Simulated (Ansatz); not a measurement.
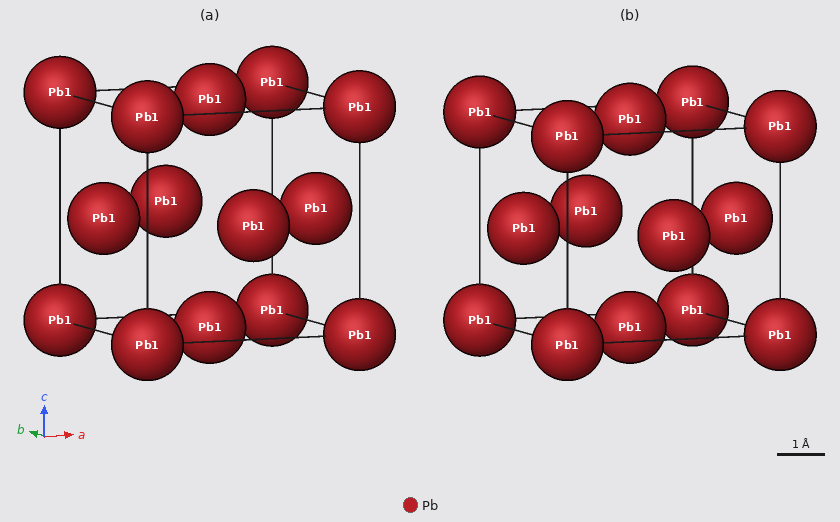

Left: a symmetric starting cell of Pb. Right: the same structure after one change, at the same scale. The picture is a spheres-only view of the conventional cell (4 times the calculation's cell), seen slightly off an axis. Lengths and directions refer to the drawn axes.

Computed with DFT PBEsol, scalar-relativistic, plane waves, PAW in Ansatz 0.2.0. Settings: plane-wave cutoff 420 eV; k-point mesh 14 × 14 × 14; occupations gaussian; smearing width 0.1 eV; no spin polarisation.

Q: Which change leads from the left to the right?

A: The cell is strained by −8.7 % along c and +0.3 % across it (volume −8.0 %), the atoms keeping their fractional coordinates. No relaxation follows. The starting cell wasn't computed here and needn't be at equilibrium, so pressure and forces aren't due to the change alone.

Q: How do the computed properties respond?

A: The pressure is 4.5 GPa (not all of it need come from the change, since the unchanged cell can be under pressure at this level too). The principal stresses (compression positive) are 4.8 GPa along c and 4.4 GPa across it. All forces vanish by symmetry. Among the bonded contacts that change: Pb–Pb 3.493 → 3.351 to 3.505 Å. The space group (tolerance 0.01 Å) goes from Fm-3m (No. 225) to I4/mmm (No. 139).
